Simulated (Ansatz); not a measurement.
**Single-point calculation of Ti$_{3}$O$_{2}$ (part 1 of 2)**

- system: Ti$_{3}$O$_{2}$ (R-3c, 10 atoms in the cell)
- method: DFT PBEsol, scalar-relativistic, plane waves, PAW, spin-polarised (Ansatz 0.2.0)

The structure derives from a Materials Project entry. Figures and captions count atoms from 1; the log counts them from 0 in places.

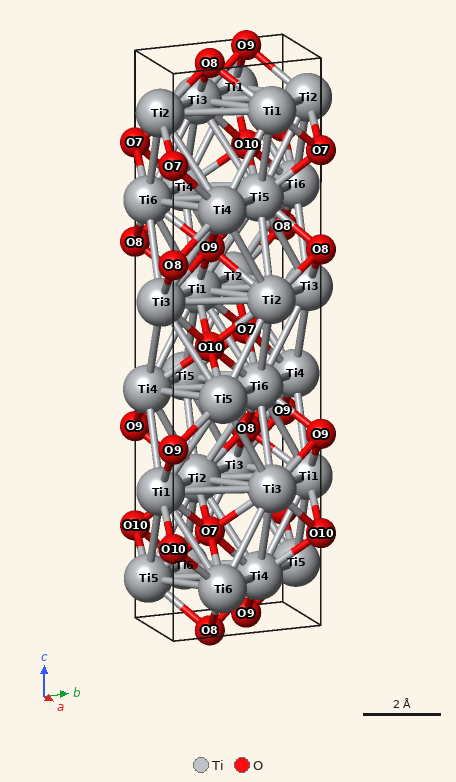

Fig. 1: The structure (ball-and-stick view of the cell 3 times as large as that of the calculation, set on its symmetry axes, seen slightly off an axis; atoms are numbered from 1 in the order of the input). An atom can appear more than once, as a periodic image. Near neighbours in the periodic cell (some may lie outside the picture): Ti has 4 O at 2.07 to 2.13 Å and 12 Ti at 2.92 to 3.01 Å; O has 6 Ti at 2.07 to 2.13 Å.

## Input
```yaml
crystal:
  lattice:
    - [2.5510662879, 1.4728588081, 4.9537952125]
    - [-2.5510662879, 1.4728588081, 4.9537952125]
    - [0.0, -2.9457176161, 4.9537952125]
  atoms:
    - { symbol: Ti, position: [0.91919994, 0.58080006, 0.25], spin: 1.0 }
    - { symbol: Ti, position: [0.58080006, 0.25, 0.91919994], spin: 1.0 }
    - { symbol: Ti, position: [0.25, 0.91919994, 0.58080006], spin: 1.0 }
    - { symbol: Ti, position: [0.75, 0.08080006, 0.41919994], spin: 1.0 }
    - { symbol: Ti, position: [0.41919994, 0.75, 0.08080006], spin: 1.0 }
    - { symbol: Ti, position: [0.08080006, 0.41919994, 0.75], spin: 1.0 }
    - { symbol: O, position: [0.83746095, 0.83746095, 0.83746095] }
    - { symbol: O, position: [0.66253905, 0.66253905, 0.66253905] }
    - { symbol: O, position: [0.33746095, 0.33746095, 0.33746095] }
    - { symbol: O, position: [0.16253905, 0.16253905, 0.16253905] }
basis:
  ecutwfc: 420
kpoints:
  mp_grid: { grid: [6, 6, 6] }
hamiltonian:
  xc: pbesol
scf:
  occupations: { method: gaussian, width: 0.1 }
  lower_state_search: "off"
output:
  forces: true
  stress: true
  eigenvalues: true
  populations: true
magnetization:
  spin_polarized: true
```

Run as:
```bash
ansatz run input.yaml --threads 2 --pin off --max-ram 5120MiB --backend cpu --events-out ev --progress --plain --runs-dir out
```

## Log
```
Engine: ansatz 0.2.0, aarch64-unknown-linux-gnu
Pseudopotentials: kind: paw
Pseudopotential: Ti, paw, valence charge 12, recommended cutoff 420 eV (normal), Ti.paw.azcp
Pseudopotential: O, paw, valence charge 6, recommended cutoff 420 eV (normal), O.paw.azcp
Functional definition: PBEsol
  exchange = pbesol_x
  correlation = pbesol_c
Crystal: 10 atoms, lattice volume = 111.679 Å³
Basis set: ecut = 420 eV, 2219 PW (Γ), exchange–correlation on 80×80×80 points (8 copies of the dense FFT grid, shifted against one another)
Bands: 62, of which v1, the nominal top of the filled ones, is band 48 counted from 1 (47 counted from 0)
Symmetry: 12 space group operations
Space group: R-3c (ITA 167), of the structure as read, at distance tolerance 4.8e-5 Å
Magnetic group: BNS 167.103 (UNI 1333), of the structure as read, at distance tolerance 4.8e-5 Å
k-points: 32 of 216
Non-local potential: Ti, projectors of the file, l = 0: 3, l = 1: 2, l = 2: 3, l = 3: 1
Non-local potential: O, projectors of the file, l = 0: 2, l = 1: 2, l = 2: 1
PAW form: soft (Blöchl's): semilocal exchange-correlation on the pseudo side does not see the compensation charge
PAW frozen core: Ti, regenerated for the run's functional, and the local potential with it (the file was generated under x = pbe(κ = 0.804, μ = 0.2195149727645171), c = pbe(β = 0.06672455060314922))
PAW frozen core: O, regenerated for the run's functional, and the local potential with it (the file was generated under x = pbe(κ = 0.804, μ = 0.2195149727645171), c = pbe(β = 0.06672455060314922))
PAW one-centre angular grid: Ti, 590 points (default); XC on 64 Gauss nodes
PAW one-centre angular grid: O, 110 points (default); XC on 64 Gauss nodes
Initial density: superposition of atomic densities (chi_scale 0.1, normalization cell, long waves kept (reshape's long-wave potential 0.01 eV rms))
Starting moments: Σ|m| = 6 μB on 6 of 10 sites
Initial wavefunctions: pseudopotential atomic-orbital guess
Functional: x = pbesol(κ = 0.804, μ = 0.12345679012345678), c = pbesol(β = 0.046)
SCF iter   1: F=—  HF=-17101.647078 eV  |F-HF|=—  |Δ(HF+E_count)|=         —  Δρ=8.93e-2 (↑7.33e-2 ↓8.93e-2)  dr2=1.99e1  dr2_m=2.57e0  M=1.382 μB ∫|m|=1.744 μB  β_m=0.30  ethr=3.10e-3  ⟨swp⟩=4.6  Hψ=14798  notcnv=0
preconditioner: auto → Kerker (q_TF=auto, 2.660 Å⁻¹)  [metal: Δε(μ)=0.003 eV  Ē_g=8.153 eV  σ=0.100 eV  W_gap=0.02  n_scr=34 (ndim 8)  ℏωp=24.3 eV  f_vac=0.000  D(μ)=6.78/eV (n_scr^D=70)]
spin=Collinear: Kerker preconditioning applied to the charge; magnetization (m = ρ↑ − ρ↓) channel mixes plain (no charge-response kernel on spin).
SCF iter   2: F=—  HF=-17098.829736 eV  |F-HF|=—  |Δ(HF+E_count)|=    2.82e0  Δρ=4.74e-2 (↑4.55e-2 ↓4.74e-2)  dr2=3.47e0  dr2_m=1.70e0  M=0.823 μB ∫|m|=1.113 μB  β_m=0.30  ethr=3.10e-3  ⟨swp⟩=2.6  Hψ=6672  notcnv=0  defer=471
SCF iter   3: F=—  HF=-17098.626329 eV  |F-HF|=—  |Δ(HF+E_count)|=   2.03e-1  Δρ=3.51e-2 (↑3.51e-2 ↓3.16e-2)  dr2=1.06e0  dr2_m=1.01e0  M=0.563 μB ∫|m|=0.797 μB  β_m=0.30  ethr=3.10e-3  ⟨swp⟩=2.0  Hψ=6142  notcnv=0  defer=480
SCF iter   4: F=—  HF=-17098.513971 eV  |F-HF|=—  |Δ(HF+E_count)|=   1.12e-1  Δρ=2.52e-2 (↑2.28e-2 ↓2.52e-2)  dr2=8.27e-2  dr2_m=5.58e-1  M=0.450 μB ∫|m|=0.633 μB  β_m=0.30  ethr=1.10e-3  ⟨swp⟩=2.7  Hψ=5257  notcnv=0  defer=480
SCF iter   5: F=—  HF=-17098.584050 eV  |F-HF|=—  |Δ(HF+E_count)|=   7.01e-2  Δρ=1.90e-2 (↑1.69e-2 ↓1.90e-2)  dr2=1.73e-2  dr2_m=3.25e-1  M=0.320 μB ∫|m|=0.475 μB  β_m=0.30  ethr=8.61e-5  ⟨swp⟩=2.1  Hψ=6383  notcnv=0  defer=478
SCF iter   6: F=—  HF=-17098.638746 eV  |F-HF|=—  |Δ(HF+E_count)|=   5.47e-2  Δρ=1.36e-2 (↑1.36e-2 ↓1.36e-2)  dr2=2.09e-3  dr2_m=1.88e-1  M=0.228 μB ∫|m|=0.357 μB  β_m=0.30  ethr=1.80e-5  ⟨swp⟩=2.5  Hψ=6774  notcnv=0  defer=478
SCF iter   7: F=—  HF=-17098.670484 eV  |F-HF|=—  |Δ(HF+E_count)|=   3.17e-2  Δρ=1.06e-2 (↑1.06e-2 ↓9.96e-3)  dr2=1.01e-3  dr2_m=1.08e-1  M=0.166 μB ∫|m|=0.272 μB  β_m=0.30  ethr=2.18e-6  ⟨swp⟩=2.0  Hψ=5671  notcnv=0  defer=478
Mixer restart at iter 7: flushing history
spin-set hold released at iteration 7 (site moments contracting): the magnetisation degrees of freedom join the quasi-Newton model from the next iteration; the mixer history was flushed
SCF iter   8: F=—  HF=-17098.687068 eV  |F-HF|=—  |Δ(HF+E_count)|=   1.66e-2  Δρ=7.89e-3 (↑7.89e-3 ↓7.64e-3)  dr2=1.80e-4  dr2_m=6.17e-2  M=0.123 μB ∫|m|=0.209 μB  β_m=0.65  ethr=1.05e-6  ⟨swp⟩=2.1  Hψ=5103  notcnv=0  defer=478
SCF iter   9: F=—  HF=-17098.709817 eV  |F-HF|=—  |Δ(HF+E_count)|=   2.27e-2  Δρ=7.69e-4 (↑7.69e-4 ↓2.08e-4)  dr2=5.50e-4  dr2_m=1.66e-4  M=0.003 μB ∫|m|=0.017 μB  β_m=0.61  ethr=1.88e-7  ⟨swp⟩=3.0  Hψ=7836  notcnv=0  defer=478
SCF iter  10: F=—  HF=-17098.709763 eV  |F-HF|=—  |Δ(HF+E_count)|=   5.43e-5  Δρ=3.02e-4 (↑2.22e-4 ↓3.02e-4)  dr2=9.86e-6  dr2_m=6.88e-5  M=0.001 μB ∫|m|=0.011 μB  β_m=0.81  ethr=1.88e-7  ⟨swp⟩=3.0  Hψ=7493  notcnv=0  defer=478
SCF iter  11: F=—  HF=-17098.709807 eV  |F-HF|=—  |Δ(HF+E_count)|=   4.44e-5  Δρ=1.13e-4 (↑1.13e-4 ↓6.11e-5)  dr2=2.94e-6  dr2_m=7.59e-6  M=0.001 μB ∫|m|=0.004 μB  β_m=0.90  ethr=1.03e-8  ⟨swp⟩=3.0  Hψ=7623  notcnv=0  defer=478
iter 12 did not close the SCF: its close was put off for a magnetic moment that had not settled (scf_convergence_deferred on its scf_iter line)
SCF iter  12: F=-17098.709812 eV  HF=-17098.709812 eV  |F-HF|=7.16e-9  |Δ(HF+E_count)|=   4.68e-6  Δρ=9.72e-6 (↑9.72e-6 ↓8.94e-6)  dr2=4.63e-8  dr2_m=7.71e-8  M=0.000 μB ∫|m|=0.000 μB  β_m=0.91  ethr=1.04e-10  ⟨swp⟩=10.7  Hψ=20931  notcnv=0
iter 13 did not close the SCF: its close was put off for a magnetic moment that had not settled (scf_convergence_deferred on its scf_iter line)
SCF iter  13: F=-17098.709812 eV  HF=-17098.709812 eV  |F-HF|=2.02e-9  |Δ(HF+E_count)|=   3.69e-8  Δρ=1.94e-6 (↑1.94e-6 ↓1.22e-6)  dr2=4.00e-9  dr2_m=1.53e-9  M=-0.000 μB ∫|m|=0.000 μB  β_m=0.90  ethr=4.82e-11  ⟨swp⟩=2.1  Hψ=11682  notcnv=0
SCF iter  14: F=-17098.709812 eV  HF=-17098.709812 eV  |F-HF|=6.55e-11  |Δ(HF+E_count)|=  1.46e-11  Δρ=2.78e-7 (↑2.78e-7 ↓2.63e-7)  dr2=2.40e-10  dr2_m=2.94e-11  M=-0.000 μB ∫|m|=0.000 μB  ethr=4.17e-12  ⟨swp⟩=1.0  Hψ=10608  notcnv=0
WARN: the starting moments were not kept: the SCF closed with an absolute magnetisation of 8.1e-6 μB, where they sum to 6 μB in size (6 sites). That is at most 0.1 of that sum. Measured as dr2_m measures the in/out step, that magnetisation stands 4.2e-12 eV from none, at or under the dr2_threshold of 1.0e-7 eV: it is no larger than a step whose dr2_m would equal this threshold. The system may hold no moment; this SCF shows only that its start led to no more than that. To try another start: raise the starting moments (crystal.atoms[].spin, magnetization.per_species, magnetization.initial_magnetization, or on a non-collinear deck that types none of these the spinor_matrix: blocks that start its atoms; where the total moment is fixed, keep their sum and leave initial_magnetization as it is; typed ones take the place of any that the run laid by itself, positive ones on a crystal's lanthanoids without a Hubbard term where scf.initial_density.shell_occupations: [] is typed) or, if the notice of its spin-set hold's release reads "site moments contracting" or "site moments show no strong build", lengthen the hold (scf.mixing.spin_hold: { on: { confirm: 4 } }; for m-r²SCAN on two components see the key's manual first). Each may lead to a state that holds a moment. A second SCF, from the converged charge density, with the starting moments and any scf.initial_density.shell_occupations laid on it anew, would have followed, and was not run: the deck does not ask for one (magnetization.retry_lost_moments is false, the default). To let it run, set magnetization.retry_lost_moments: true and run the deck again, where that key's refused combinations let it; where memory then withholds it, that run's warning says so.
SCF 1 converged in 14 iterations: F = -17098.709812 eV  dr2 = 2.40e-10
  greatest PAW one-centre occupation: 0.999 electrons in one spin orbital (limit 2), on the Ti atom at site 5 (counted from 0), in its partial waves of l = 0
```

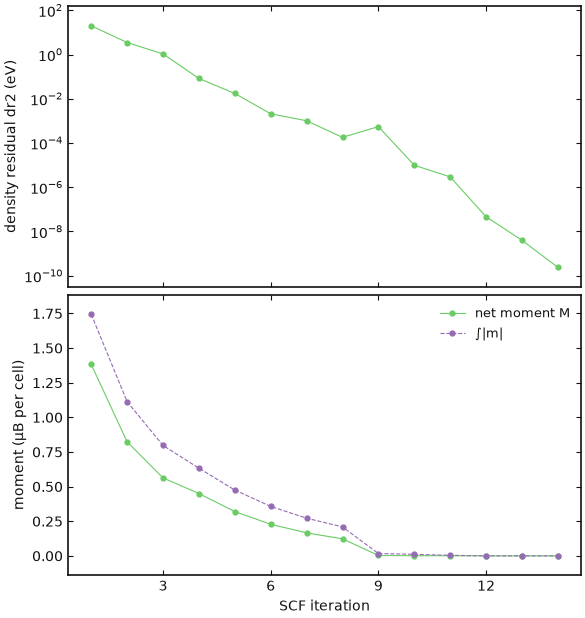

Fig. 2: Convergence of the self-consistent field: density residual dr2 and magnetic moment against the SCF iteration. The residual comes down, with one marked jump up, by a factor of about 3, at step 9. The net moment goes from 1.4 to 0.0 μB per cell, and ∫|m| falls to zero.

```
SCF converged after 14 iterations
Magnetization: -0.0000 μB (48.0000 up, 48.0000 down)
Absolute magnetization: 0.0000 μB (∫|ρ↑−ρ↓|, with the PAW one-centre terms)
Spin contamination: 0.0000 ħ² per cell (⟨S²⟩ above its minimum at these occupations)
Per-site moments (μB) at R_I (Å): [(-4.595605187080406e-7, 0.8553927787482989), (-4.595605188444069e-7, 0.8553927787482989), (-4.5956051875736127e-7, 0.8553927787482989), (-4.595605187580322e-7, 0.8553927787482989), (-4.595605187405784e-7, 0.8553927787482989), (-4.5956051871460103e-7, 0.8553927787482989), (5.3164738145013314e-8, 0.8553927787482989), (5.3164738161336744e-8, 0.8553927787482989), (5.316473812498964e-8, 0.8553927787482989), (5.316473815673065e-8, 0.8553927787482989)]
Free energy (F): -17098.709812 eV
Harris-Foulkes:  -17098.709812 eV  (|F-HF|=6.55e-11)
Internal energy: -17098.698120 eV  (E = F + TS)
E sigma→0 (E₀):  -17098.703966 eV
Entropy (-TS):   -0.011692 eV (-1.169 meV/atom)
Fermi energy:    15.778241 eV
--- Per-component energies (eV) ---
  E_band       = -734.470951
  E_kinetic    = 2349.826014
  E_local      = -5495.339668  (includes V_loc(G=0)·N_el)
  E_nonlocal   = 248.307359
  E_hartree    = 2221.217805
  E_xc         = -878.764502
  E_vxc        = -1113.022727  (∫ρ·V_xc dr)
  E_paw        = -6745.481134  (= ΣΔE_a)
  E_vpaw       = -1166.688104  (= ΣTr[D̂ρ^β])
  E_aug_tail   = 0.010291  (compensation charges beyond the density's cutoff)
  E_ewald      = -8799.451743
  E_core_change = 0.977458  (= ΣΔE_core)
  E_smearing   = -0.011692  (= −TS)
  E_closure    = -0.000000  (closes the sum)
  Σ components = -17098.709812   (vs F -17098.709812, Δ=0.00e0)
```
